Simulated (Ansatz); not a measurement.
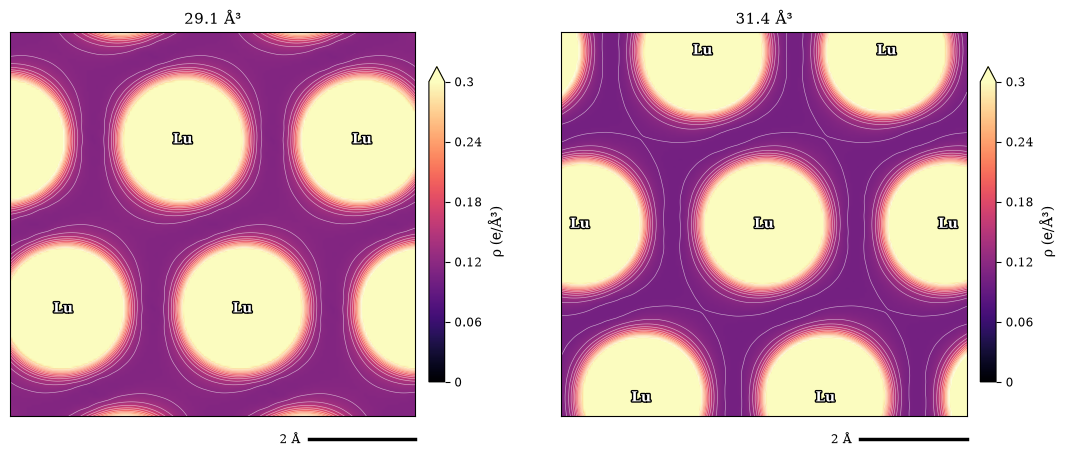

Lu. The valence pseudo-density of cells scaled evenly to different volumes (given per atom above each panel), on the (100) plane of each (indices in the axes of the cell below), at one length scale and on one colour scale.

Computed without spin polarisation.

Theory: DFT, PBE, PAW with Ansatz's default frozen-core files, scalar-relativistic (Ansatz 0.2.0).

The density is the valence pseudo-density of a PAW calculation; it isn't the true density close to the nuclei.

The largest cell:

```cif
data_structure
_symmetry_space_group_name_H-M 'P 1'
_symmetry_Int_Tables_number 1
_cell_length_a 3.4437
_cell_length_b 3.4437
_cell_length_c 3.4437
_cell_angle_alpha 109.471
_cell_angle_beta 109.471
_cell_angle_gamma 109.471
_cell_volume 31.44
loop_
_atom_site_label
_atom_site_type_symbol
_atom_site_fract_x
_atom_site_fract_y
_atom_site_fract_z
_atom_site_occupancy
Lu1 Lu 0.00000 0.00000 0.00000 1
```

| volume (Å³/atom) | Lu–Lu contact in the plane (Å) | ρ at its midpoint (e/Å³) | pressure (GPa) | 
| --- | --- | --- | --- |
| 29.06 | 3.355 | 0.111 | 0.9 | 
| 29.66 | 3.377 | ? | ? | 
| 31.44 | 3.444 | 0.102 | −2.3 | 

What values belong in the row with question marks?

Over the known rows ln ρ falls by 0.95 per Å of Lu–Lu distance (the line through the two), which gives 0.109 e/Å³ at 3.377 Å; the calculation gives 0.108 e/Å³. For the pressure, a straight line in volume between the neighbouring rows gives 0.1 GPa; the calculation gives 0.0.
